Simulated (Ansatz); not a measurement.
## Run report: MoS2, single-point calculation (part 2 of 3)

MoS2 (R-3m, 6 atoms in the cell); DFT PBE+U, scalar-relativistic, plane waves, PAW, Ueff = 6 eV on Mo atom 1 d; Ueff = 6 eV on Mo atom 4 d, spin-polarised (Ansatz 0.2.0); cutoff 420 eV, 7×7×4 k-mesh, Gaussian smearing of 0.05 eV, collinear spins. The structure derives from an entry of the Crystallography Open Database. It belongs to a series of runs on one base structure; here: antiferromagnetic start, free.

Geometry of the input (Å; fractional positions):
```
1.5855  0.9154  6.1150
-1.5855  0.9154  6.1150
0.0000  -3.6616  12.2300
Mo 0.0000  0.0000  0.0000
S  0.7500  0.7500  0.3750
S  0.2500  0.2500  0.1250
Mo -0.0000  -0.0000  0.5000
S  0.7500  0.7500  0.8750
S  0.2500  0.2500  0.6250
```

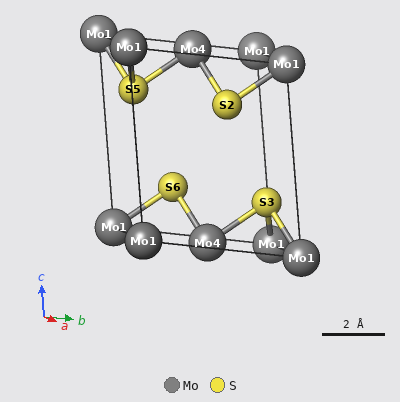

*The structure (ball-and-stick view of the reduced cell, seen slightly off an axis; atoms are numbered from 1 in the order of the input).*

Log, continued:
```
SCF iter   1: F=—  HF=-13524.323868 eV  |F-HF|=—  |Δ(HF+E_count)|=         —  Δρ=6.48e-2 (↑6.48e-2 ↓6.48e-2)  dr2=1.49e1  dr2_m=1.86e0  M=0.000 μB ∫|m|=1.956 μB  β_m=0.30  ethr=3.10e-3  ⟨swp⟩=6.9  Hψ=9259  notcnv=0
preconditioner: auto → Kerker (q_TF=auto, 2.421 Å⁻¹)  [metal: Δε(μ)=0.029 eV  Ē_g=9.398 eV  σ=0.050 eV  W_gap=0.31  n_scr=28 (ndim 8)  ℏωp=21.6 eV  f_vac=0.002  D(μ)=1.14/eV (n_scr^D=4)]
spin=Collinear: Kerker preconditioning applied to the charge; magnetization (m = ρ↑ − ρ↓) channel mixes plain (no charge-response kernel on spin).
SCF iter   2: F=—  HF=-13522.183202 eV  |F-HF|=—  |Δ(HF+E_count)|=    2.14e0  Δρ=4.29e-2 (↑4.29e-2 ↓4.29e-2)  dr2=3.89e0  dr2_m=1.04e0  M=0.000 μB ∫|m|=1.824 μB  β_m=0.30  ethr=3.10e-3  ⟨swp⟩=3.0  Hψ=4262  notcnv=0  defer=118
preconditioner: auto → Resta (q_TF=auto, 2.421 Å⁻¹)  ε∞=6.9  [insulator: Δε(μ)=0.066 eV  Ē_g=8.896 eV  σ=0.050 eV  W_gap=0.63  n_scr=28 (ndim 8)  ℏωp=21.6 eV  f_vac=0.003  D(μ)=0.99/eV (n_scr^D=4)  ε∞_Penn≈6.9]
spin=Collinear: Resta preconditioning applied to the charge; magnetization (m = ρ↑ − ρ↓) channel mixes plain (no charge-response kernel on spin).
SCF iter   3: F=—  HF=-13521.626898 eV  |F-HF|=—  |Δ(HF+E_count)|=   5.56e-1  Δρ=2.84e-2 (↑2.84e-2 ↓2.84e-2)  dr2=5.92e-1  dr2_m=6.80e-1  M=0.000 μB ∫|m|=1.622 μB  β_m=0.30  ethr=3.10e-3  ⟨swp⟩=3.0  Hψ=3816  notcnv=0  defer=118
SCF iter   4: F=—  HF=-13521.999283 eV  |F-HF|=—  |Δ(HF+E_count)|=   3.72e-1  Δρ=2.29e-2 (↑2.29e-2 ↓2.29e-2)  dr2=1.69e0  dr2_m=3.11e-1  M=0.000 μB ∫|m|=1.738 μB  β_m=0.30  ethr=1.14e-3  ⟨swp⟩=3.3  Hψ=4490  notcnv=0  defer=107
SCF iter   5: F=—  HF=-13521.788026 eV  |F-HF|=—  |Δ(HF+E_count)|=   2.11e-1  Δρ=1.52e-2 (↑1.52e-2 ↓1.52e-2)  dr2=1.85e-2  dr2_m=2.23e-1  M=0.000 μB ∫|m|=1.629 μB  β_m=0.30  ethr=1.14e-3  ⟨swp⟩=3.2  Hψ=3742  notcnv=0  defer=107
SCF iter   6: F=—  HF=-13521.842373 eV  |F-HF|=—  |Δ(HF+E_count)|=   5.43e-2  Δρ=1.13e-2 (↑1.13e-2 ↓1.13e-2)  dr2=1.59e-2  dr2_m=1.22e-1  M=0.000 μB ∫|m|=1.639 μB  β_m=0.30  ethr=3.57e-5  ⟨swp⟩=2.0  Hψ=4007  notcnv=0  defer=105
SCF iter   7: F=—  HF=-13521.871814 eV  |F-HF|=—  |Δ(HF+E_count)|=   2.94e-2  Δρ=8.83e-3 (↑8.83e-3 ↓8.83e-3)  dr2=3.93e-3  dr2_m=7.56e-2  M=0.000 μB ∫|m|=1.627 μB  β_m=0.30  ethr=3.05e-5  ⟨swp⟩=2.4  Hψ=3328  notcnv=0  defer=105
Mixer restart at iter 7: flushing history
spin-set hold released at iteration 7 (site moments contracting): the magnetisation degrees of freedom join the quasi-Newton model from the next iteration; the mixer history was flushed
SCF iter   8: F=—  HF=-13521.890678 eV  |F-HF|=—  |Δ(HF+E_count)|=   1.89e-2  Δρ=6.70e-3 (↑6.70e-3 ↓6.70e-3)  dr2=1.00e-3  dr2_m=4.37e-2  M=0.000 μB ∫|m|=1.630 μB  β_m=0.65  ethr=7.57e-6  ⟨swp⟩=2.2  Hψ=2994  notcnv=0  defer=105
SCF iter   9: F=—  HF=-13521.920935 eV  |F-HF|=—  |Δ(HF+E_count)|=   3.03e-2  Δρ=1.28e-3 (↑1.28e-3 ↓1.28e-3)  dr2=7.57e-3  dr2_m=8.17e-4  M=0.000 μB ∫|m|=1.646 μB  β_m=0.65  ethr=1.93e-6  ⟨swp⟩=3.0  Hψ=4748  notcnv=0  defer=106
Mixer restart at iter 9: flushing history
SCF iter  10: F=—  HF=-13521.969398 eV  |F-HF|=—  |Δ(HF+E_count)|=         —  Δρ=1.21e-3 (↑1.21e-3 ↓1.21e-3)  dr2=7.94e-3  dr2_m=5.91e-4  M=0.000 μB ∫|m|=1.641 μB  β_m=0.65  ethr=1.93e-6  ⟨swp⟩=2.0  Hψ=2458  notcnv=0  defer=106
SCF iter  11: F=—  HF=-13523.239466 eV  |F-HF|=—  |Δ(HF+E_count)|=    1.27e0  Δρ=3.98e-3 (↑3.98e-3 ↓3.98e-3)  dr2=1.21e-2  dr2_m=7.57e-3  M=0.000 μB ∫|m|=1.450 μB  β_m=0.22  ethr=1.93e-6  ⟨swp⟩=4.6  Hψ=6365  notcnv=0  defer=106
SCF iter  12: F=—  HF=-13523.461722 eV  |F-HF|=—  |Δ(HF+E_count)|=   2.22e-1  Δρ=3.91e-3 (↑3.91e-3 ↓3.91e-3)  dr2=1.19e-2  dr2_m=7.63e-3  M=0.000 μB ∫|m|=1.387 μB  β_m=0.39  ethr=1.93e-6  ⟨swp⟩=2.4  Hψ=4246  notcnv=0  defer=107
SCF iter  13: F=—  HF=-13523.737469 eV  |F-HF|=—  |Δ(HF+E_count)|=   2.76e-1  Δρ=4.15e-3 (↑4.15e-3 ↓4.15e-3)  dr2=4.84e-2  dr2_m=6.66e-3  M=0.000 μB ∫|m|=1.293 μB  β_m=0.70  ethr=1.93e-6  ⟨swp⟩=3.8  Hψ=5197  notcnv=0  defer=107
SCF iter  14: F=—  HF=-13524.007465 eV  |F-HF|=—  |Δ(HF+E_count)|=   2.70e-1  Δρ=2.15e-3 (↑2.15e-3 ↓2.15e-3)  dr2=5.75e-3  dr2_m=2.06e-3  M=0.000 μB ∫|m|=1.189 μB  β_m=0.85  ethr=1.93e-6  ⟨swp⟩=4.0  Hψ=6480  notcnv=0  defer=117
SCF iter  15: F=—  HF=-13524.043252 eV  |F-HF|=—  |Δ(HF+E_count)|=   3.58e-2  Δρ=2.26e-3 (↑2.26e-3 ↓2.26e-3)  dr2=4.35e-3  dr2_m=3.12e-3  M=0.000 μB ∫|m|=1.267 μB  β_m=0.92  ethr=1.93e-6  ⟨swp⟩=2.6  Hψ=4162  notcnv=0  defer=116
SCF iter  16: F=—  HF=-13524.086309 eV  |F-HF|=—  |Δ(HF+E_count)|=   4.31e-2  Δρ=2.96e-3 (↑2.96e-3 ↓2.96e-3)  dr2=5.79e-3  dr2_m=6.20e-3  M=0.000 μB ∫|m|=1.410 μB  β_m=0.96  ethr=1.93e-6  ⟨swp⟩=2.7  Hψ=3782  notcnv=0  defer=116
SCF iter  17: F=—  HF=-13524.087665 eV  |F-HF|=—  |Δ(HF+E_count)|=   1.36e-3  Δρ=2.99e-3 (↑2.99e-3 ↓2.99e-3)  dr2=6.87e-3  dr2_m=6.54e-3  M=0.000 μB ∫|m|=1.386 μB  β_m=0.98  ethr=1.93e-6  ⟨swp⟩=2.0  Hψ=3569  notcnv=0  defer=116
SCF iter  18: F=—  HF=-13524.060355 eV  |F-HF|=—  |Δ(HF+E_count)|=   2.73e-2  Δρ=2.18e-3 (↑2.18e-3 ↓2.18e-3)  dr2=3.55e-3  dr2_m=3.51e-3  M=0.000 μB ∫|m|=1.234 μB  β_m=0.43  ethr=1.93e-6  ⟨swp⟩=2.2  Hψ=3577  notcnv=0  defer=116
SCF iter  19: F=—  HF=-13524.062415 eV  |F-HF|=—  |Δ(HF+E_count)|=   2.06e-3  Δρ=1.87e-3 (↑1.87e-3 ↓1.87e-3)  dr2=1.39e-3  dr2_m=2.84e-3  M=0.000 μB ∫|m|=1.180 μB  β_m=1.00  ethr=1.93e-6  ⟨swp⟩=2.1  Hψ=3617  notcnv=0  defer=116
SCF iter  20: F=—  HF=-13524.063228 eV  |F-HF|=—  |Δ(HF+E_count)|=   8.13e-4  Δρ=1.79e-3 (↑1.79e-3 ↓1.79e-3)  dr2=2.23e-3  dr2_m=2.37e-3  M=0.000 μB ∫|m|=1.141 μB  β_m=1.00  ethr=1.93e-6  ⟨swp⟩=2.1  Hψ=3568  notcnv=0  defer=115
SCF iter  21: F=—  HF=-13524.074830 eV  |F-HF|=—  |Δ(HF+E_count)|=   1.16e-2  Δρ=1.79e-3 (↑1.79e-3 ↓1.79e-3)  dr2=1.55e-3  dr2_m=2.64e-3  M=0.000 μB ∫|m|=1.184 μB  β_m=0.23  ethr=1.93e-6  ⟨swp⟩=2.0  Hψ=3386  notcnv=0  defer=115
SCF iter  22: F=—  HF=-13524.081314 eV  |F-HF|=—  |Δ(HF+E_count)|=   6.48e-3  Δρ=1.63e-3 (↑1.63e-3 ↓1.63e-3)  dr2=7.82e-4  dr2_m=2.32e-3  M=0.000 μB ∫|m|=1.215 μB  β_m=1.00  ethr=1.93e-6  ⟨swp⟩=2.0  Hψ=3533  notcnv=0  defer=117
SCF iter  23: F=—  HF=-13524.080775 eV  |F-HF|=—  |Δ(HF+E_count)|=   5.39e-4  Δρ=1.66e-3 (↑1.66e-3 ↓1.66e-3)  dr2=6.92e-4  dr2_m=2.32e-3  M=0.000 μB ∫|m|=1.210 μB  β_m=1.00  ethr=1.50e-6  ⟨swp⟩=2.2  Hψ=3042  notcnv=0  defer=123
SCF iter  24: F=—  HF=-13524.079558 eV  |F-HF|=—  |Δ(HF+E_count)|=   1.22e-3  Δρ=1.65e-3 (↑1.65e-3 ↓1.65e-3)  dr2=9.62e-4  dr2_m=2.18e-3  M=0.000 μB ∫|m|=1.206 μB  β_m=0.36  ethr=1.33e-6  ⟨swp⟩=2.4  Hψ=2945  notcnv=0  defer=124
SCF iter  25: F=—  HF=-13524.070416 eV  |F-HF|=—  |Δ(HF+E_count)|=   9.14e-3  Δρ=1.58e-3 (↑1.58e-3 ↓1.58e-3)  dr2=1.28e-3  dr2_m=1.85e-3  M=0.000 μB ∫|m|=1.171 μB  β_m=0.59  ethr=1.33e-6  ⟨swp⟩=2.0  Hψ=3485  notcnv=0  defer=129
SCF iter  26: F=—  HF=-13524.092337 eV  |F-HF|=—  |Δ(HF+E_count)|=   2.19e-2  Δρ=1.69e-3 (↑1.69e-3 ↓1.69e-3)  dr2=2.90e-4  dr2_m=2.61e-3  M=0.000 μB ∫|m|=1.262 μB  β_m=1.00  ethr=1.33e-6  ⟨swp⟩=2.3  Hψ=3522  notcnv=0  defer=129
SCF iter  27: F=—  HF=-13524.105930 eV  |F-HF|=—  |Δ(HF+E_count)|=   1.36e-2  Δρ=1.81e-3 (↑1.81e-3 ↓1.81e-3)  dr2=3.53e-4  dr2_m=3.09e-3  M=0.000 μB ∫|m|=1.316 μB  β_m=1.00  ethr=5.57e-7  ⟨swp⟩=2.2  Hψ=3543  notcnv=0  defer=130
SCF iter  28: F=—  HF=-13524.124815 eV  |F-HF|=—  |Δ(HF+E_count)|=   1.89e-2  Δρ=1.91e-3 (↑1.91e-3 ↓1.91e-3)  dr2=3.14e-4  dr2_m=3.40e-3  M=0.000 μB ∫|m|=1.398 μB  β_m=1.00  ethr=5.57e-7  ⟨swp⟩=3.0  Hψ=4095  notcnv=0  defer=130
SCF iter  29: F=—  HF=-13524.135714 eV  |F-HF|=—  |Δ(HF+E_count)|=   1.09e-2  Δρ=2.10e-3 (↑2.10e-3 ↓2.10e-3)  dr2=3.57e-4  dr2_m=4.15e-3  M=0.000 μB ∫|m|=1.441 μB  β_m=0.48  ethr=5.57e-7  ⟨swp⟩=2.0  Hψ=3573  notcnv=0  defer=130
SCF iter  30: F=—  HF=-13524.126976 eV  |F-HF|=—  |Δ(HF+E_count)|=   8.74e-3  Δρ=1.82e-3 (↑1.82e-3 ↓1.82e-3)  dr2=3.19e-4  dr2_m=3.07e-3  M=0.000 μB ∫|m|=1.401 μB  β_m=1.00  ethr=5.57e-7  ⟨swp⟩=2.3  Hψ=3545  notcnv=0  defer=130
SCF iter  31: F=—  HF=-13524.137370 eV  |F-HF|=—  |Δ(HF+E_count)|=   1.04e-2  Δρ=1.83e-3 (↑1.83e-3 ↓1.83e-3)  dr2=3.60e-4  dr2_m=3.12e-3  M=0.000 μB ∫|m|=1.419 μB  β_m=1.00  ethr=5.57e-7  ⟨swp⟩=3.0  Hψ=4036  notcnv=0  defer=130
SCF iter  32: F=—  HF=-13524.150564 eV  |F-HF|=—  |Δ(HF+E_count)|=   1.32e-2  Δρ=1.94e-3 (↑1.94e-3 ↓1.94e-3)  dr2=4.76e-4  dr2_m=3.52e-3  M=0.000 μB ∫|m|=1.463 μB  β_m=0.08  ethr=5.57e-7  ⟨swp⟩=2.1  Hψ=3529  notcnv=0  defer=130
SCF iter  33: F=—  HF=-13524.140840 eV  |F-HF|=—  |Δ(HF+E_count)|=   9.72e-3  Δρ=1.85e-3 (↑1.85e-3 ↓1.85e-3)  dr2=4.23e-4  dr2_m=3.14e-3  M=0.000 μB ∫|m|=1.433 μB  β_m=0.34  ethr=5.57e-7  ⟨swp⟩=2.0  Hψ=3518  notcnv=0  defer=132
SCF iter  34: F=—  HF=-13524.105862 eV  |F-HF|=—  |Δ(HF+E_count)|=   3.50e-2  Δρ=1.63e-3 (↑1.63e-3 ↓1.63e-3)  dr2=2.18e-4  dr2_m=2.53e-3  M=0.000 μB ∫|m|=1.292 μB  β_m=0.76  ethr=5.57e-7  ⟨swp⟩=3.0  Hψ=4574  notcnv=0  defer=132
SCF iter  35: F=—  HF=-13524.066196 eV  |F-HF|=—  |Δ(HF+E_count)|=   3.97e-2  Δρ=1.36e-3 (↑1.36e-3 ↓1.36e-3)  dr2=8.10e-4  dr2_m=1.62e-3  M=0.000 μB ∫|m|=1.125 μB  β_m=1.00  ethr=4.20e-7  ⟨swp⟩=3.3  Hψ=5488  notcnv=0  defer=130
SCF iter  36: F=—  HF=-13524.065018 eV  |F-HF|=—  |Δ(HF+E_count)|=   1.18e-3  Δρ=1.16e-3 (↑1.16e-3 ↓1.16e-3)  dr2=9.72e-4  dr2_m=1.15e-3  M=0.000 μB ∫|m|=1.136 μB  β_m=1.00  ethr=4.20e-7  ⟨swp⟩=3.1  Hψ=4291  notcnv=0  defer=128
SCF iter  37: F=—  HF=-13524.047334 eV  |F-HF|=—  |Δ(HF+E_count)|=   1.77e-2  Δρ=1.08e-3 (↑1.08e-3 ↓1.08e-3)  dr2=3.77e-4  dr2_m=1.01e-3  M=0.000 μB ∫|m|=1.151 μB  β_m=0.28  ethr=4.20e-7  ⟨swp⟩=3.0  Hψ=5086  notcnv=0  defer=128
SCF iter  38: F=—  HF=-13524.036726 eV  |F-HF|=—  |Δ(HF+E_count)|=   1.06e-2  Δρ=1.20e-3 (↑1.20e-3 ↓1.20e-3)  dr2=6.06e-4  dr2_m=1.12e-3  M=0.000 μB ∫|m|=1.165 μB  β_m=1.00  ethr=4.20e-7  ⟨swp⟩=3.0  Hψ=4305  notcnv=0  defer=121
SCF iter  39: F=—  HF=-13524.026789 eV  |F-HF|=—  |Δ(HF+E_count)|=   9.94e-3  Δρ=1.57e-3 (↑1.57e-3 ↓1.57e-3)  dr2=1.49e-3  dr2_m=1.76e-3  M=0.000 μB ∫|m|=1.253 μB  β_m=1.00  ethr=4.20e-7  ⟨swp⟩=3.0  Hψ=5063  notcnv=0  defer=121
SCF iter  40: F=—  HF=-13524.042161 eV  |F-HF|=—  |Δ(HF+E_count)|=   1.54e-2  Δρ=1.28e-3 (↑1.28e-3 ↓1.28e-3)  dr2=5.91e-4  dr2_m=1.32e-3  M=0.000 μB ∫|m|=1.170 μB  β_m=0.45  ethr=4.20e-7  ⟨swp⟩=3.0  Hψ=5259  notcnv=0  defer=118
SCF iter  41: F=—  HF=-13524.055495 eV  |F-HF|=—  |Δ(HF+E_count)|=   1.33e-2  Δρ=1.75e-3 (↑1.75e-3 ↓1.75e-3)  dr2=1.31e-3  dr2_m=2.42e-3  M=0.000 μB ∫|m|=1.140 μB  β_m=1.00  ethr=4.20e-7  ⟨swp⟩=3.0  Hψ=5284  notcnv=0  defer=117
SCF iter  42: F=—  HF=-13524.063711 eV  |F-HF|=—  |Δ(HF+E_count)|=   8.22e-3  Δρ=1.82e-3 (↑1.82e-3 ↓1.82e-3)  dr2=1.70e-3  dr2_m=2.46e-3  M=0.000 μB ∫|m|=1.162 μB  β_m=0.68  ethr=4.20e-7  ⟨swp⟩=2.7  Hψ=3833  notcnv=0  defer=117
SCF iter  43: F=—  HF=-13524.083445 eV  |F-HF|=—  |Δ(HF+E_count)|=   1.97e-2  Δρ=1.50e-3 (↑1.50e-3 ↓1.50e-3)  dr2=7.48e-4  dr2_m=1.85e-3  M=0.000 μB ∫|m|=1.188 μB  β_m=0.50  ethr=4.20e-7  ⟨swp⟩=3.0  Hψ=5038  notcnv=0  defer=117
SCF iter  44: F=—  HF=-13524.061085 eV  |F-HF|=—  |Δ(HF+E_count)|=   2.24e-2  Δρ=1.16e-3 (↑1.16e-3 ↓1.16e-3)  dr2=9.14e-4  dr2_m=9.74e-4  M=0.000 μB ∫|m|=1.222 μB  β_m=0.83  ethr=4.20e-7  ⟨swp⟩=3.1  Hψ=5300  notcnv=0  defer=117
SCF iter  45: F=—  HF=-13524.030803 eV  |F-HF|=—  |Δ(HF+E_count)|=   3.03e-2  Δρ=1.42e-3 (↑1.42e-3 ↓1.42e-3)  dr2=1.12e-3  dr2_m=1.45e-3  M=0.000 μB ∫|m|=1.324 μB  β_m=1.00  ethr=4.20e-7  ⟨swp⟩=3.7  Hψ=5874  notcnv=0  defer=119
SCF iter  46: F=—  HF=-13524.024111 eV  |F-HF|=—  |Δ(HF+E_count)|=   6.69e-3  Δρ=1.55e-3 (↑1.55e-3 ↓1.55e-3)  dr2=1.41e-3  dr2_m=1.71e-3  M=0.000 μB ∫|m|=1.372 μB  β_m=0.41  ethr=4.20e-7  ⟨swp⟩=3.0  Hψ=4266  notcnv=0  defer=116
SCF iter  47: F=—  HF=-13524.035076 eV  |F-HF|=—  |Δ(HF+E_count)|=   1.10e-2  Δρ=1.59e-3 (↑1.59e-3 ↓1.59e-3)  dr2=2.14e-3  dr2_m=1.58e-3  M=0.000 μB ∫|m|=1.256 μB  β_m=1.00  ethr=4.20e-7  ⟨swp⟩=3.0  Hψ=5177  notcnv=0  defer=116
SCF iter  48: F=—  HF=-13524.026548 eV  |F-HF|=—  |Δ(HF+E_count)|=   8.53e-3  Δρ=1.87e-3 (↑1.87e-3 ↓1.87e-3)  dr2=3.14e-3  dr2_m=2.19e-3  M=0.000 μB ∫|m|=1.305 μB  β_m=0.12  ethr=4.20e-7  ⟨swp⟩=3.1  Hψ=4500  notcnv=0  defer=116
SCF iter  49: F=—  HF=-13524.048499 eV  |F-HF|=—  |Δ(HF+E_count)|=   2.20e-2  Δρ=1.31e-3 (↑1.31e-3 ↓1.31e-3)  dr2=2.03e-3  dr2_m=1.09e-3  M=0.000 μB ∫|m|=1.247 μB  β_m=0.24  ethr=4.20e-7  ⟨swp⟩=3.1  Hψ=5236  notcnv=0  defer=115
```
